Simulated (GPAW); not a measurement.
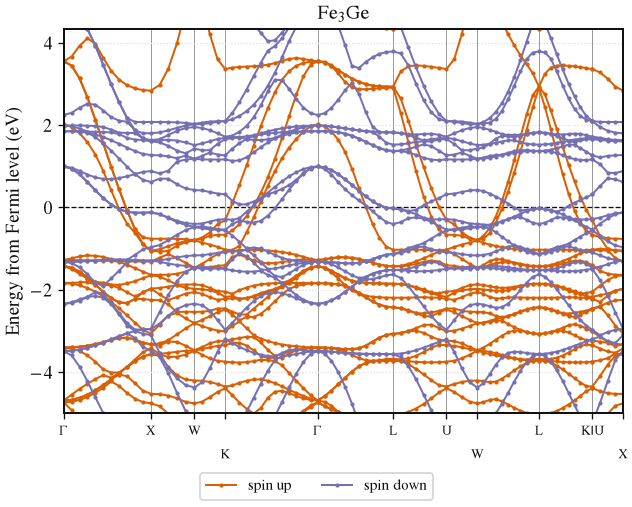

Band structure of Fe₃Ge, space group Fm-3m, 4 atoms in the primitive cell (cubic a = 5.751 Å). Level of theory: PBEsol, Fe d U = 1 eV, PAW data sets generated in the run's folder for this functional, collinear spin, ferromagnetic start, no spin-orbit coupling, 8×8×8 k mesh, 600 eV cutoff, Fermi-Dirac smearing of 0.05 eV; code GPAW. Energies are counted from the Fermi level.

A metal: 3 spin-up and 3 spin-down bands cross the Fermi level along this path. Bands cross the Fermi level on Γ–X, K–Γ, Γ–L, L–U, W–L and L–K, and not on X–W, W–K, U–W and U–X. At Γ the nearest levels lie 1.28 eV below and 0.99 eV above the Fermi level.

The run ends ferromagnetic, with 6.81 μB a cell. The magnetic state is the one that this start led to; another may lie lower. The cell comes from a database of computed structures, and whether it is the stable form of this composition wasn't checked. Bands are joined in order of energy, so crossings between the computed points show as kinks or gaps.
